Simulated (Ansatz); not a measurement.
## Run report: Al2Ni, geometry relaxation (part 1 of 2)

System: Al2Ni (Fd-3m, 6 atoms in the cell).
Method: DFT PBE, scalar-relativistic, plane waves, PAW, no spin polarisation (Ansatz 0.2.0).

The structure was made by a generator, so it may or may not be a known phase. Figures and captions count atoms from 1; the log counts them from 0 in places.

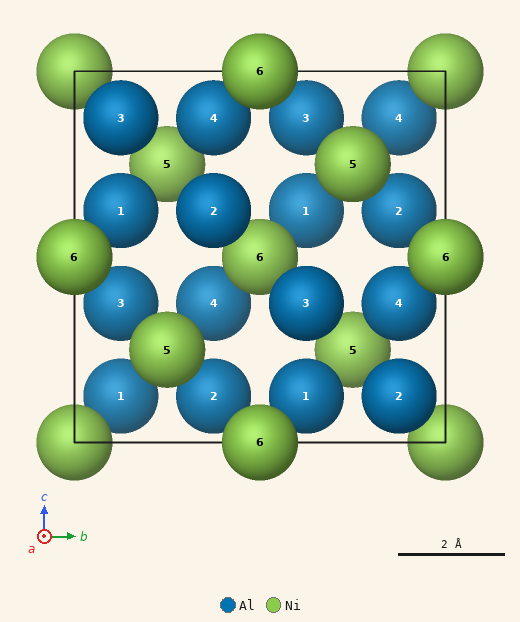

Figure 1. The starting structure (spheres-only view of the cell 4 times as large as that of the calculation, set on its symmetry axes, along the a axis; atoms are numbered from 1 in the order of the input). An atom can appear more than once, as a periodic image.

The input
```yaml
crystal:
  lattice:
    - [0.0, 3.5201126233, 3.5201126233]
    - [3.5201126233, 0.0, 3.5201126233]
    - [3.5201126233, 3.5201126233, 0.0]
  atoms:
    - { symbol: Al, position: [0.125, 0.125, 0.125] }
    - { symbol: Al, position: [0.125, 0.125, 0.625] }
    - { symbol: Al, position: [0.125, 0.625, 0.125] }
    - { symbol: Al, position: [0.625, 0.125, 0.125] }
    - { symbol: Ni, position: [0.75, 0.75, 0.75] }
    - { symbol: Ni, position: [0.5, 0.5, 0.5] }
basis:
  ecutwfc: 420
kpoints:
  mp_grid: { grid: [10, 10, 10] }
hamiltonian:
  xc: pbe
scf:
  occupations: { method: gaussian, width: 0.1 }
output:
  forces: true
  stress: true
  eigenvalues: true
  write_density: true
  write_potential: true
  elf: true
  volumetric_format: npy
relax:
  adjacent_minimum: "off"
  f_tol: 0.01
  max_steps: 80
  cell: { stress_tol: 0.05 }
```

Run as:
```bash
ansatz run input.yaml --threads 1 --pin off --max-ram 2560MiB --backend cpu --events-out ev --progress --plain --runs-dir out
```

The program's output
```
Engine: ansatz 0.2.0, aarch64-unknown-linux-gnu
Pseudopotentials: kind: paw
Pseudopotential: Al, paw, valence charge 3, recommended cutoff 420 eV (normal), Al.paw.azcp
Pseudopotential: Ni, paw, valence charge 18, recommended cutoff 420 eV (normal), Ni.paw.azcp
Functional definition: PBE
  parameter kappa = 0.804
  parameter beta = 0.06672455060314922
  exchange = pbe_x(kappa = kappa, mu = beta*pi^2/3)
  correlation = pbe_c(beta = beta)
Crystal: 6 atoms, lattice volume = 87.237 Å³
Basis set: ecut = 420 eV, 1687 PW (Γ), exchange–correlation on 72×72×72 points (8 copies of the dense FFT grid, shifted against one another)
Bands: 30, of which v1, the nominal top of the filled ones, is band 24 counted from 1 (23 counted from 0)
Symmetry: 48 space group operations
Space group: Fd-3m (ITA 227), of the structure as read, at distance tolerance 4.4e-5 Å
k-points: 47 of 1000
Non-local potential: Al, projectors of the file, l = 0: 2, l = 1: 2, l = 2: 1
Non-local potential: Ni, projectors of the file, l = 0: 3, l = 1: 2, l = 2: 3, l = 3: 1
PAW form: soft (Blöchl's): semilocal exchange-correlation on the pseudo side does not see the compensation charge
PAW one-centre angular grid: Al, 110 points (default); XC on 64 Gauss nodes
PAW one-centre angular grid: Ni, 590 points (default); XC on 64 Gauss nodes
Initial density: superposition of atomic densities (neutral atoms: chi_scale 0, normalization atom), corrected by the library's trained network
Initial wavefunctions: pseudopotential atomic-orbital guess
Functional: x = pbe(κ = 0.804, μ = 0.2195149727645171), c = pbe(β = 0.06672455060314922)
SCF iter   1: F=—  HF=-13828.354944 eV  |F-HF|=—  |Δ(HF+E_count)|=         —  Δρ=7.88e-3  dr2=4.21e-2  ethr=1.77e-3  ⟨swp⟩=6.9  Hψ=6581  notcnv=0
preconditioner: auto → Kerker (q_TF=auto, 2.470 Å⁻¹)  [metal: Δε(μ)=0.009 eV  Ē_g=5.361 eV  σ=0.100 eV  W_gap=0.05  n_scr=14 (ndim 8)  ℏωp=22.5 eV  f_vac=0.000  D(μ)=3.53/eV (n_scr^D=26)]
SCF iter   2: F=—  HF=-13828.352053 eV  |F-HF|=—  |Δ(HF+E_count)|=   2.89e-3  Δρ=4.15e-3  dr2=1.34e-2  ethr=8.77e-5  ⟨swp⟩=1.1  Hψ=1790  notcnv=0
SCF iter   3: F=—  HF=-13828.350925 eV  |F-HF|=—  |Δ(HF+E_count)|=   1.13e-3  Δρ=1.02e-3  dr2=6.13e-4  ethr=2.80e-5  ⟨swp⟩=1.1  Hψ=1371  notcnv=0
SCF iter   4: F=—  HF=-13828.350929 eV  |F-HF|=—  |Δ(HF+E_count)|=   4.21e-6  Δρ=1.63e-4  dr2=2.16e-5  ethr=1.28e-6  ⟨swp⟩=2.2  Hψ=2247  notcnv=0
SCF iter   5: F=—  HF=-13828.350899 eV  |F-HF|=—  |Δ(HF+E_count)|=   2.97e-5  Δρ=2.25e-4  dr2=3.61e-5  ethr=4.50e-8  ⟨swp⟩=2.0  Hψ=2156  notcnv=0
SCF iter   6: F=—  HF=-13828.350897 eV  |F-HF|=—  |Δ(HF+E_count)|=   2.47e-6  Δρ=7.25e-5  dr2=3.98e-6  ethr=4.50e-8  ⟨swp⟩=1.1  Hψ=1366  notcnv=0
SCF iter   7: F=-13828.350896 eV  HF=-13828.350896 eV  |F-HF|=3.08e-8  |Δ(HF+E_count)|=   3.98e-7  Δρ=6.63e-6  dr2=4.36e-8  ethr=2.08e-10  ⟨swp⟩=9.0  Hψ=9481  notcnv=0
SCF 1 converged in 7 iterations: F = -13828.350896 eV  dr2 = 4.36e-8
  greatest PAW one-centre occupation: 1.001 electrons in one spin orbital (limit 2), on the Ni atom at site 5 (counted from 0), in its partial waves of l = 1
relax step   1: F+E_penalty+E_count = -13828.35089635 eV  Δ(F+E_penalty+E_count) = +0.000e0 eV  max|allowed force component| = 1.234e-17 eV/Å  Δτ_max = 0.0000 Å  P = +0.328 GPa  Ω = 87.237 Å³  (7 SCF iters, dr2 threshold 1.00e-7 eV, accepted)
Crystal: 6 atoms, lattice volume = 87.449 Å³
Initial density: handed on by an earlier stage of this run
Initial wavefunctions: those handed on with the density
iter 1 solved again at ethr=4.13e-7 eV; its pass at ethr=3.10e-3 eV (dr2=1.98e-4 eV) is discarded
SCF iter   1: F=—  HF=-13828.351144 eV  |F-HF|=—  |Δ(HF+E_count)|=         —  Δρ=4.83e-4  dr2=1.74e-4  ethr=4.13e-7  ⟨swp⟩=2.7  Hψ=6772  notcnv=0
preconditioner: auto → Kerker (q_TF=auto, 2.469 Å⁻¹)  [metal: Δε(μ)=0.012 eV  Ē_g=5.369 eV  σ=0.100 eV  W_gap=0.07  n_scr=14 (ndim 8)  ℏωp=22.5 eV  f_vac=0.000  D(μ)=3.56/eV (n_scr^D=26)]
SCF iter   2: F=—  HF=-13828.351097 eV  |F-HF|=—  |Δ(HF+E_count)|=   4.70e-5  Δρ=1.51e-4  dr2=2.22e-5  ethr=3.63e-7  ⟨swp⟩=1.0  Hψ=1410  notcnv=0
SCF iter   3: F=—  HF=-13828.351093 eV  |F-HF|=—  |Δ(HF+E_count)|=   3.91e-6  Δρ=3.79e-5  dr2=1.49e-6  ethr=4.64e-8  ⟨swp⟩=1.0  Hψ=1410  notcnv=0
iter 4 did not close the SCF: its close was put off for the readings that it lacked (scf_convergence_deferred on its scf_iter line)
SCF iter   4: F=-13828.351093 eV  HF=-13828.351093 eV  |F-HF|=6.64e-8  |Δ(HF+E_count)|=   2.77e-7  Δρ=1.18e-5  dr2=1.02e-7  ethr=3.11e-9  ⟨swp⟩=2.3  Hψ=2022  notcnv=0
iter 5 did not close the SCF: its close was put off for the readings that it lacked (scf_convergence_deferred on its scf_iter line)
SCF iter   5: F=-13828.351093 eV  HF=-13828.351093 eV  |F-HF|=2.02e-9  |Δ(HF+E_count)|=   1.78e-8  Δρ=1.58e-6  dr2=2.28e-9  ethr=2.13e-10  ⟨swp⟩=1.3  Hψ=1441  notcnv=0
SCF iter   6: F=-13828.351093 eV  HF=-13828.351093 eV  |F-HF|=1.46e-10  |Δ(HF+E_count)|=  8.04e-10  Δρ=3.58e-7  dr2=1.17e-10  ethr=4.75e-12  ⟨swp⟩=4.9  Hψ=7421  notcnv=0
SCF 2 converged in 6 iterations: F = -13828.351093 eV  dr2 = 1.17e-10
relax step   2: F+E_penalty+E_count = -13828.35109312 eV  Δ(F+E_penalty+E_count) = -1.968e-4 eV  max|allowed force component| = 6.785e-17 eV/Å  Δτ_max = 0.0000 Å  P = +0.087 GPa  Ω = 87.449 Å³  energy of the carried Pulay correction = -7.829e-5 eV  (6 SCF iters, dr2 threshold 2.69e-7 eV, accepted)
Crystal: 6 atoms, lattice volume = 87.527 Å³
iter 1 solved again at ethr=5.24e-8 eV; its pass at ethr=3.10e-3 eV (dr2=2.51e-5 eV) is discarded
SCF iter   1: F=—  HF=-13828.351116 eV  |F-HF|=—  |Δ(HF+E_count)|=         —  Δρ=1.72e-4  dr2=2.19e-5  ethr=5.24e-8  ⟨swp⟩=2.7  Hψ=6770  notcnv=0
preconditioner: auto → Kerker (q_TF=auto, 2.468 Å⁻¹)  [metal: Δε(μ)=0.013 eV  Ē_g=5.364 eV  σ=0.100 eV  W_gap=0.07  n_scr=14 (ndim 8)  ℏωp=22.5 eV  f_vac=0.000  D(μ)=3.57/eV (n_scr^D=26)]
SCF iter   2: F=—  HF=-13828.351087 eV  |F-HF|=—  |Δ(HF+E_count)|=   2.85e-5  Δρ=5.42e-5  dr2=2.82e-6  ethr=4.56e-8  ⟨swp⟩=1.0  Hψ=1410  notcnv=0
SCF iter   3: F=—  HF=-13828.351086 eV  |F-HF|=—  |Δ(HF+E_count)|=   1.10e-6  Δρ=1.33e-5  dr2=1.79e-7  ethr=5.87e-9  ⟨swp⟩=1.0  Hψ=1410  notcnv=0
iter 4 did not close the SCF: its close was put off for the readings that it lacked (scf_convergence_deferred on its scf_iter line)
SCF iter   4: F=-13828.351086 eV  HF=-13828.351086 eV  |F-HF|=9.42e-9  |Δ(HF+E_count)|=   3.45e-8  Δρ=4.36e-6  dr2=1.42e-8  ethr=3.74e-10  ⟨swp⟩=2.2  Hψ=2022  notcnv=0
iter 5 did not close the SCF: its close was put off for the readings that it lacked (scf_convergence_deferred on its scf_iter line)
SCF iter   5: F=-13828.351086 eV  HF=-13828.351086 eV  |F-HF|=2.82e-10  |Δ(HF+E_count)|=   2.56e-9  Δρ=5.88e-7  dr2=3.15e-10  ethr=2.96e-11  ⟨swp⟩=1.3  Hψ=1431  notcnv=0
SCF iter   6: F=-13828.351086 eV  HF=-13828.351086 eV  |F-HF|=2.55e-11  |Δ(HF+E_count)|=  1.20e-10  Δρ=1.28e-7  dr2=1.51e-11  ethr=1.00e-12  ⟨swp⟩=4.2  Hψ=6672  notcnv=0
SCF 3 converged in 6 iterations: F = -13828.351086 eV  dr2 = 1.51e-11
relax step   3: F+E_penalty+E_count = -13828.35108590 eV  Δ(F+E_penalty+E_count) = +7.221e-6 eV  max|allowed force component| = 4.934e-17 eV/Å  Δτ_max = 0.0000 Å  P = +0.001 GPa  Ω = 87.527 Å³  energy of the carried Pulay correction = -1.067e-4 eV  (6 SCF iters, accepted)
Initial wavefunctions: pseudopotential atomic-orbital guess (no wavefunctions were taken with the density)
iter 1 solved again at ethr=3.20e-6 eV; its pass at ethr=3.10e-3 eV (dr2=1.54e-3 eV) is discarded
SCF iter   1: F=—  HF=-13828.351240 eV  |F-HF|=—  |Δ(HF+E_count)|=         —  Δρ=4.23e-6  dr2=2.42e-9  ethr=3.20e-6  ⟨swp⟩=2.0  Hψ=9302  notcnv=0
eigensolver tolerance schedule: the retry pair's looser diagonalisation over-reported the residual by 634620.45 of it (diagonalisation noise at an unbounded share of the residual, at the tolerance the schedule requests for it); recorded, not acted on — ethr = c·dr2/N_el stays at c = 1.0e-1
preconditioner: auto → Kerker (q_TF=auto, 2.468 Å⁻¹)  [metal: Δε(μ)=0.013 eV  Ē_g=5.363 eV  σ=0.100 eV  W_gap=0.07  n_scr=14 (ndim 8)  ℏωp=22.5 eV  f_vac=0.000  D(μ)=3.57/eV (n_scr^D=26)]
SCF iter   2: F=—  HF=-13828.351210 eV  |F-HF|=—  |Δ(HF+E_count)|=   2.99e-5  Δρ=4.66e-6  dr2=1.16e-8  ethr=5.04e-12  ⟨swp⟩=3.5  Hψ=3761  notcnv=0
SCF iter   3: F=—  HF=-13828.351210 eV  |F-HF|=—  |Δ(HF+E_count)|=  5.57e-10  Δρ=1.57e-6  dr2=1.42e-9  ethr=5.04e-12  ⟨swp⟩=2.5  Hψ=2432  notcnv=0
SCF iter   4: F=—  HF=-13828.351210 eV  |F-HF|=—  |Δ(HF+E_count)|=  6.91e-11  Δρ=4.67e-7  dr2=9.56e-11  ethr=2.95e-12  ⟨swp⟩=2.1  Hψ=1735  notcnv=0
iter 5 did not close the SCF: its close was put off for the readings that it lacked (scf_convergence_deferred on its scf_iter line)
SCF iter   5: F=-13828.351210 eV  HF=-13828.351210 eV  |F-HF|=0.00e0  |Δ(HF+E_count)|=  2.18e-11  Δρ=1.30e-7  dr2=5.76e-12  ethr=1.00e-12  ⟨swp⟩=1.0  Hψ=1410  notcnv=0
iter 6 did not close the SCF: its close was put off for the readings that it lacked (scf_convergence_deferred on its scf_iter line)
SCF iter   6: F=-13828.351210 eV  HF=-13828.351210 eV  |F-HF|=1.82e-12  |Δ(HF+E_count)|=  5.46e-12  Δρ=2.88e-8  dr2=3.62e-13  ethr=1.00e-12  ⟨swp⟩=1.0  Hψ=1410  notcnv=0
iter 7 did not close the SCF: its close was put off for the readings that it lacked (scf_convergence_deferred on its scf_iter line)
SCF iter   7: F=-13828.351210 eV  HF=-13828.351210 eV  |F-HF|=3.64e-12  |Δ(HF+E_count)|=  1.82e-12  Δρ=3.02e-9  dr2=6.23e-15  ethr=1.00e-12  ⟨swp⟩=1.0  Hψ=1410  notcnv=0
iter 8 did not close the SCF: its close was put off for the readings that it lacked (scf_convergence_deferred on its scf_iter line)
SCF iter   8: F=-13828.351210 eV  HF=-13828.351210 eV  |F-HF|=3.64e-12  |Δ(HF+E_count)|=    0.00e0  Δρ=9.36e-10  dr2=9.89e-16  ethr=1.00e-12  ⟨swp⟩=1.0  Hψ=1410  notcnv=0
SCF iter   9: F=-13828.351210 eV  HF=-13828.351210 eV  |F-HF|=3.64e-12  |Δ(HF+E_count)|=    0.00e0  Δρ=1.70e-10  dr2=1.31e-17  ethr=1.00e-12  ⟨swp⟩=2.0  Hψ=3226  notcnv=0
SCF 4 converged in 9 iterations: F = -13828.351210 eV  dr2 = 1.31e-17
relax step   4: F+E_penalty+E_count = -13828.35120993 eV  Δ(F+E_penalty+E_count) = -1.240e-4 eV  max|allowed force component| = 5.243e-17 eV/Å  Δτ_max = 0.0000 Å  P = +0.001 GPa  Ω = 87.527 Å³  stress off target by 1.05e-3 GPa  SCF on the basis re-selected at this cell (its energy is not comparable with the rows above)  (9 SCF iters)
```

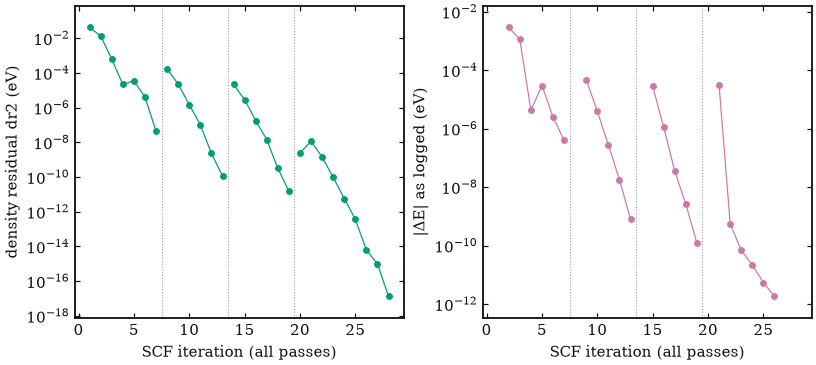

Figure 2. Convergence of the self-consistent field: density residual dr2 and size of the energy change against the SCF iteration. The dotted lines part the SCF passes of the relaxation: geometry steps, rejected trials and re-solves on a re-selected basis. The passes take 7, 6, 6 and 9 iterations.

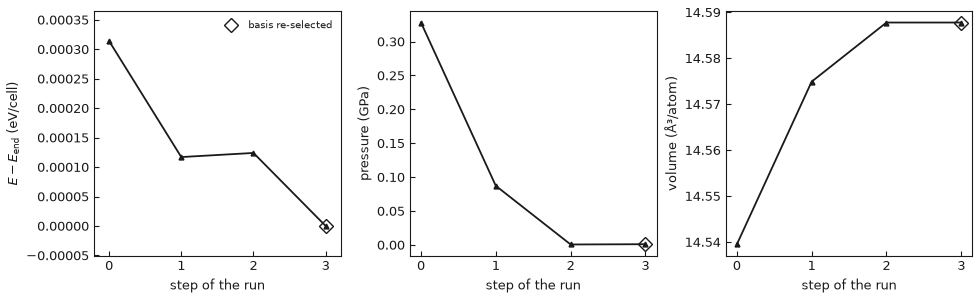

Figure 3. Progress of the relaxation, step by step (the first geometry is step 0 here and step 1 in the log). Over 2 geometry steps the energy falls by 0.2 meV per cell of the calculation. All forces vanish by symmetry, so only the cell relaxes. Pressure: 0.33 GPa at the start and 0.00 GPa at the end. No atom moves by more than 0.005 Å relative to the cell. The volume changes by +0.3 %, with a = b = c 7.040 → 7.048 Å (+0.1 %). The space group stays Fd-3m (No. 227). A last SCF at the same geometry on a re-selected plane-wave basis shifts the energy by −0.1 meV per cell of the calculation.
